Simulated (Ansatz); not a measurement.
Ta4C3: single-point calculation

The run: single-point calculation of Ta4C3 (P4mm, 7 atoms in the cell). Method and program: DFT PBEsol, scalar-relativistic, plane waves, PAW, no spin polarisation (Ansatz 0.2.0).

The structure derives from a Materials Project entry. It belongs to a series of runs on one base structure; here: mode 4 (110.7 1/cm) frozen in, largest displacement +0.090 A. Figures and captions count atoms from 1; the log counts them from 0 in places.

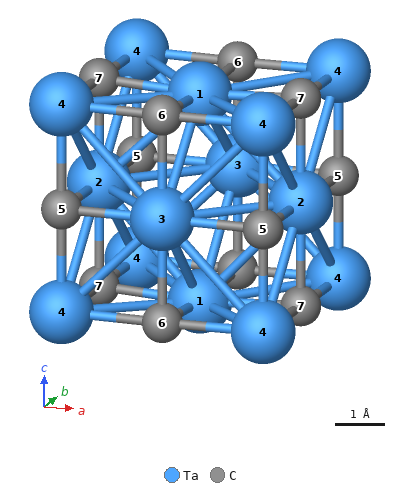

Figure 1. The input geometry (ball-and-stick view of the cell of the calculation, set on other vectors, seen slightly off an axis; atoms are numbered from 1 in the order of the input). An atom can appear more than once, as a periodic image. Near neighbours in the periodic cell (some may lie outside the picture): Ta has 4 C at 2.20 Å and 12 Ta at 3.03 to 3.19 Å; Ta has 6 C at 2.18 to 2.22 Å and 12 Ta at 3.10 to 3.12 Å; C has 6 Ta at 2.18 to 2.22 Å.

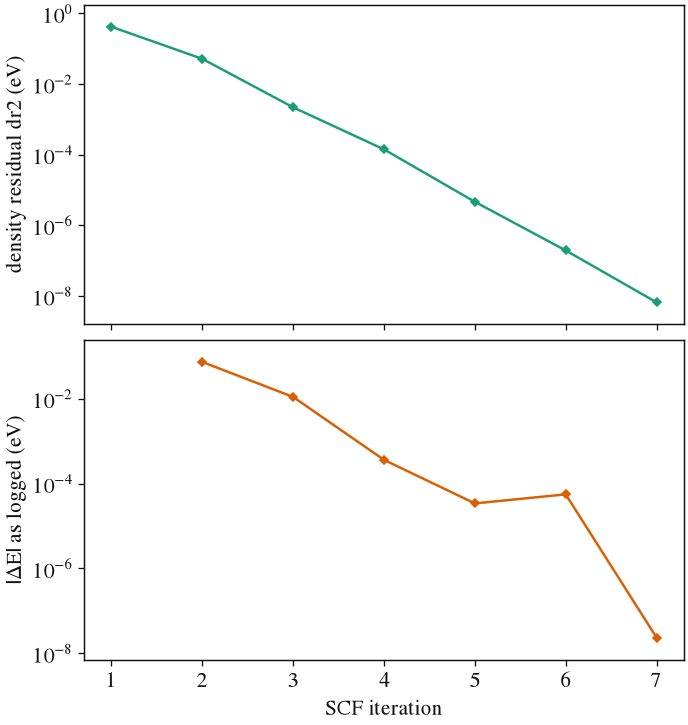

Figure 2. Convergence of the self-consistent field: density residual dr2 and size of the energy change against the SCF iteration. The residual falls at every step.

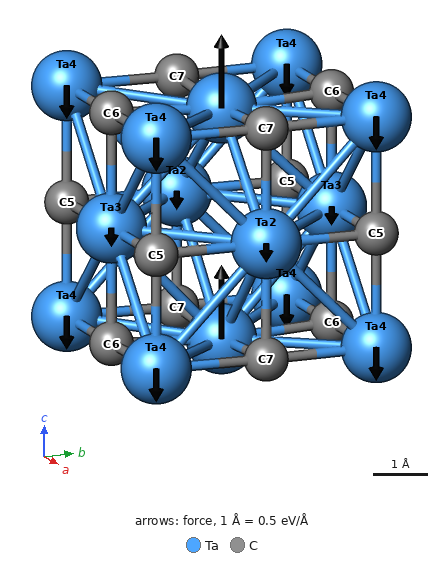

Figure 3. Forces on the atoms as black arrows (ball-and-stick view of the cell of the calculation, set on other vectors, seen slightly off an axis; atoms are numbered from 1 in the order of the input); the smallest are left out. The largest act on Ta1 (0.71 eV/Å); Ta4 (0.32 eV/Å). The geometry is not a stationary point of this energy.

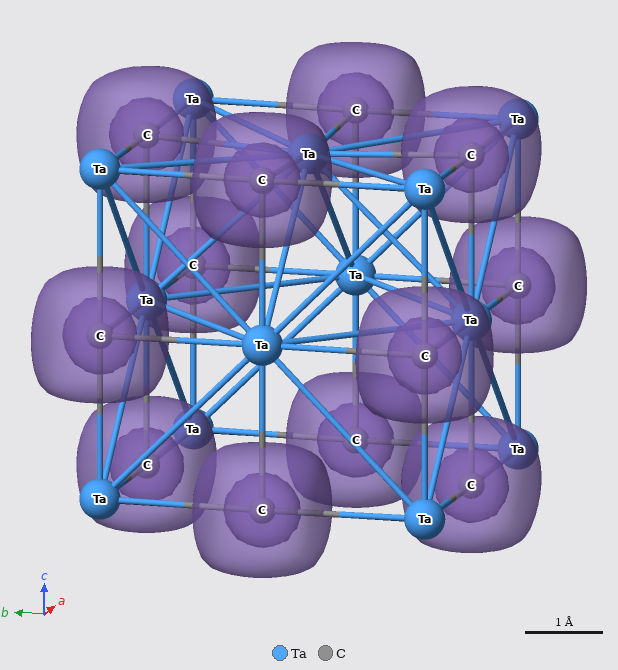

Figure 4. Isosurface of the ELF at 0.65 (purple), seen at an oblique angle. Core shells and regions of very low density are left out. Sticks mark near contacts. The outline is the cell set on symmetry axes. Profiles from the grid: Ta–C (2.18 Å): the ELF is about 0.25 at the midpoint; no shared pair; the contact is polar. Ta–Ta (3.03 Å): the ELF is about 0.35 at the midpoint; no localised pair between them. In a PAW calculation such maps are meaningful between the atoms, not at the nuclei.

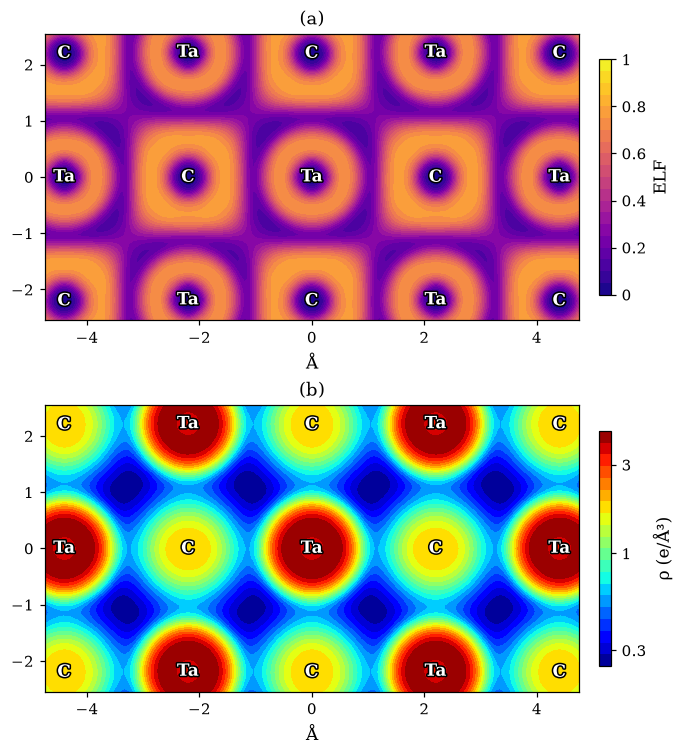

Figure 5. (a) electron localisation function; (b) valence charge density (pseudo) on the (100) plane of the conventional cell. Atoms in the plane: Ta and C. Ta–C (2.18 Å): ρ is about 0.63 e/Å³ halfway; the ELF is about 0.25 at the midpoint; a polar contact without a shared pair, in a metal. Ta–C (2.22 Å): ρ is about 0.57 e/Å³ halfway; the ELF is about 0.25 at the midpoint (no shared pair; the contact is polar). Ta–Ta (3.12 Å): ρ is about 0.25 e/Å³ halfway; the ELF is about 0.25 at the midpoint (no shared electron pair). Away from the nuclei the density in this plane falls to 0.25 e/Å³ at its lowest. The strong features right at Ta lie inside the PAW spheres (semicore, d or f shells) and say nothing about bonding.

The input that produced these results follows, with the program's output.

The input:
```yaml
crystal:
  lattice:
    - [4.4026022057, 0.0, 0.0]
    - [0.0, 4.4026022057, 0.0]
    - [0.0, 0.0, 4.4026022057]
  atoms:
    - { symbol: Ta, position: [-0.0204424556, 0.5, 0.5] }
    - { symbol: Ta, position: [0.5053816421, 0.0, 0.5] }
    - { symbol: Ta, position: [0.5053816421, 0.5, 0.0] }
    - { symbol: Ta, position: [0.0087834596, 0.0, 0.0] }
    - { symbol: C, position: [0.5039215033, 0.0, 0.0] }
    - { symbol: C, position: [0.0047862775, 0.5, 0.0] }
    - { symbol: C, position: [0.0047862775, 0.0, 0.5] }
basis:
  ecutwfc: 420
kpoints:
  mp_grid: { grid: [10, 10, 10] }
hamiltonian:
  xc: pbesol
scf:
  occupations: { method: gaussian, width: 0.15 }
output:
  forces: true
  stress: true
  eigenvalues: true
  write_density: true
  write_potential: true
  elf: true
  volumetric_format: npy
```

Command:
```bash
ansatz run input.yaml --threads 2 --pin off --max-ram 5120MiB --backend cpu --events-out ev --progress --plain --runs-dir out
```

What the program printed:
```
Engine: ansatz 0.2.0, x86_64-unknown-linux-gnu
Pseudopotentials: kind: paw
Pseudopotential: Ta, paw, valence charge 13, recommended cutoff 420 eV (normal), Ta.paw.azcp
Pseudopotential: C, paw, valence charge 4, recommended cutoff 420 eV (normal), C.paw.azcp
Functional definition: PBEsol
  exchange = pbesol_x
  correlation = pbesol_c
Crystal: 7 atoms, lattice volume = 85.335 Å³
Basis set: ecut = 420 eV, 1743 PW (Γ), exchange–correlation on 60×60×60 points (8 copies of the dense FFT grid, shifted against one another)
Bands: 39, of which v1, the nominal top of the filled ones, is band 32 counted from 1 (31 counted from 0)
Symmetry: 8 space group operations
Space group: P4mm (ITA 99), of the structure as read, at distance tolerance 4.4e-5 Å
k-points: 126 of 1000 (time reversal used)
Non-local potential: Ta, projectors of the file, l = 0: 3, l = 1: 2, l = 2: 2, l = 3: 1
Non-local potential: C, projectors of the file, l = 0: 2, l = 1: 2, l = 2: 1
PAW form: soft (Blöchl's): semilocal exchange-correlation on the pseudo side does not see the compensation charge
PAW frozen core: Ta, regenerated for the run's functional, and the local potential with it (the file was generated under x = pbe(κ = 0.804, μ = 0.2195149727645171), c = pbe(β = 0.06672455060314922))
PAW frozen core: C, regenerated for the run's functional, and the local potential with it (the file was generated under x = pbe(κ = 0.804, μ = 0.2195149727645171), c = pbe(β = 0.06672455060314922))
PAW one-centre angular grid: Ta, 590 points (default); XC on 64 Gauss nodes
PAW one-centre angular grid: C, 110 points (default); XC on 64 Gauss nodes
Initial density: superposition of atomic densities (neutral atoms: chi_scale 0, normalization atom), corrected by the library's trained network
Initial wavefunctions: pseudopotential atomic-orbital guess
Functional: x = pbesol(κ = 0.804, μ = 0.12345679012345678), c = pbesol(β = 0.046)
SCF iter   1: F=—  HF=-39969.835360 eV  |F-HF|=—  |Δ(HF+E_count)|=         —  Δρ=1.40e-2  dr2=4.19e-1  ethr=1.77e-3  ⟨swp⟩=5.1  Hψ=18973  notcnv=0
preconditioner: auto → Kerker (q_TF=auto, 2.601 Å⁻¹)  [metal: Δε(μ)=0.006 eV  Ē_g=7.387 eV  σ=0.150 eV  W_gap=0.02  n_scr=26 (ndim 8)  ℏωp=22.7 eV  f_vac=0.000  D(μ)=3.16/eV (n_scr^D=26)]
SCF iter   2: F=—  HF=-39969.761937 eV  |F-HF|=—  |Δ(HF+E_count)|=   7.34e-2  Δρ=4.73e-3  dr2=5.19e-2  ethr=6.54e-4  ⟨swp⟩=1.3  Hψ=5981  notcnv=0  defer=2
SCF iter   3: F=—  HF=-39969.750948 eV  |F-HF|=—  |Δ(HF+E_count)|=   1.10e-2  Δρ=1.27e-3  dr2=2.20e-3  ethr=8.12e-5  ⟨swp⟩=2.0  Hψ=6006  notcnv=0  defer=2
SCF iter   4: F=—  HF=-39969.750586 eV  |F-HF|=—  |Δ(HF+E_count)|=   3.62e-4  Δρ=4.60e-4  dr2=1.42e-4  ethr=3.44e-6  ⟨swp⟩=2.0  Hψ=6362  notcnv=0  defer=2
SCF iter   5: F=—  HF=-39969.750552 eV  |F-HF|=—  |Δ(HF+E_count)|=   3.41e-5  Δρ=7.99e-5  dr2=4.66e-6  ethr=2.21e-7  ⟨swp⟩=2.0  Hψ=6812  notcnv=0  defer=2
SCF iter   6: F=—  HF=-39969.750607 eV  |F-HF|=—  |Δ(HF+E_count)|=   5.57e-5  Δρ=1.41e-5  dr2=1.96e-7  ethr=7.28e-9  ⟨swp⟩=2.5  Hψ=8386  notcnv=0  defer=37
SCF iter   7: F=-39969.750607 eV  HF=-39969.750607 eV  |F-HF|=3.72e-9  |Δ(HF+E_count)|=   2.36e-8  Δρ=2.67e-6  dr2=6.66e-9  ethr=1.56e-10  ⟨swp⟩=14.2  Hψ=33914  notcnv=0
SCF 1 converged in 7 iterations: F = -39969.750607 eV  dr2 = 6.66e-9
  greatest PAW one-centre occupation: 1.000 electrons in one spin orbital (limit 2), on the Ta atom at site 3 (counted from 0), in its partial waves of l = 0
SCF converged after 7 iterations
Free energy (F): -39969.750607 eV
Harris-Foulkes:  -39969.750607 eV  (|F-HF|=3.72e-9)
Internal energy: -39969.708014 eV  (E = F + TS)
E sigma→0 (E₀):  -39969.729311 eV
Entropy (-TS):   -0.042593 eV (-6.085 meV/atom)
Fermi energy:    18.996544 eV
--- Per-component energies (eV) ---
  E_band       = -324.738805
  E_kinetic    = 1738.844963
  E_local      = -2325.806330  (includes V_loc(G=0)·N_el)
  E_nonlocal   = 148.917996
  E_hartree    = 797.826750
  E_xc         = -1016.107233
  E_vxc        = -999.780393  (∫ρ·V_xc dr)
  E_paw        = -33376.761721  (= ΣΔE_a)
  E_vpaw       = -482.570200  (= ΣTr[D̂ρ^β])
  E_aug_tail   = 0.000704  (compensation charges beyond the density's cutoff)
  E_ewald      = -5937.541029
  E_core_change = 0.917887  (= ΣΔE_core)
  E_smearing   = -0.042593  (= −TS)
  E_closure    = -0.000000  (closes the sum)
  Σ components = -39969.750607   (vs F -39969.750607, Δ=0.00e0)
--- Forces (eV/Å), atoms counted from 1 ---
  atom   1  Ta     0.70534728    -0.00000000     0.00000000
  atom   2  Ta    -0.18324182     0.00000000     0.00000000
  atom   3  Ta    -0.18324182     0.00000000     0.00000000
  atom   4  Ta    -0.32094439    -0.00000000     0.00000000
  atom   5  C     -0.00733035    -0.00000000     0.00000000
  atom   6  C     -0.00529251     0.00000000     0.00000000
  atom   7  C     -0.00529251     0.00000000     0.00000000
  max |Σ_I F_I| component: 3.88e-6 eV/Å
--- Stress (GPa, compression-positive) ---
        0.141971       0.000000       0.000000
        0.000000       0.392027       0.000000
        0.000000       0.000000       0.392027
  P = ⅓ Tr σ = 0.3087 GPa (3.087 kbar)
--- Band table (eV; the first three rows and the last of 126) ---
  k-point 0: bands = ["-49.4634", "-48.8154", "-48.7670", "-48.7556", "-16.2009", "-16.1975", "-16.1975", "-15.5392", "-15.5392", "-15.5376", "-15.4520", "-15.4436", "-15.4436", "-15.0312", "-15.0312", "-15.0258", "4.8411", "6.5472", "6.5592", "14.2461", "15.0012", "15.0012", "15.0109", "15.3202", "15.3293", "15.3293", "17.6492", "17.6492", "17.7002", "18.4252", "18.4444", "18.4444", "18.4672", "18.5401", "18.5401", "20.4702", "20.4752", "22.4409", "22.8325"]
  k-point 1: bands = ["-49.4633", "-48.8143", "-48.7679", "-48.7559", "-16.1961", "-16.1920", "-16.1884", "-15.5407", "-15.5385", "-15.5376", "-15.4588", "-15.4460", "-15.4390", "-15.0489", "-15.0358", "-15.0250", "4.9350", "6.6039", "6.6261", "14.2626", "14.9056", "14.9198", "15.0523", "15.1235", "15.3424", "15.3495", "17.1798", "17.5690", "17.6798", "17.8154", "18.0686", "18.0984", "18.4349", "18.9906", "19.0155", "20.5124", "21.1532", "22.5621", "22.8218"]
  k-point 2: bands = ["-49.4630", "-48.8111", "-48.7707", "-48.7565", "-16.1818", "-16.1775", "-16.1655", "-15.5449", "-15.5403", "-15.5389", "-15.4687", "-15.4498", "-15.4321", "-15.0865", "-15.0484", "-15.0330", "5.2032", "6.7285", "6.8331", "14.0410", "14.7599", "14.7659", "14.8824", "15.1651", "15.3247", "15.3682", "16.1880", "16.2982", "17.5071", "17.5768", "17.9288", "18.2508", "18.3865", "19.6253", "19.6592", "20.6218", "21.4622", "22.4682", "23.1317"]
  k-point 125: bands = ["-49.4618", "-48.7846", "-48.7846", "-48.7702", "-16.3035", "-16.2988", "-16.2988", "-15.5665", "-15.5260", "-15.5249", "-15.5249", "-15.2522", "-15.2387", "-15.2387", "-14.9707", "-14.9554", "9.1382", "9.1411", "9.1411", "10.4495", "11.1740", "11.1740", "11.1799", "13.6407", "13.6447", "13.9200", "13.9200", "13.9404", "17.8864", "17.8864", "17.9682", "18.9684", "22.3903", "22.4016", "22.4016", "22.4219", "22.4636", "22.7909", "22.7909"]
```

Results in brief:

| quantity | value |
| --- | --- |
| outcome | converged |
| space group (tolerance 0.01 Å) | P4mm (99) |
| electrons treated | 64 |
| free energy | −39969.7506 eV |
| Fermi energy | 18.997 eV |
| gap on the k-point mesh | none (metallic) |
| pressure | 0.31 GPa |
| largest force (length of the vector) | 0.705 eV/Å |
| hardware | 2 threads of Oxide Virtual Turin-like (Zen 5), 32 GiB of memory available, shared host |
| wall time | 16 s (CPU time 32 s) |
| peak memory | 0.6 GiB |

Spin–orbit coupling is left out, which matters for Ta.
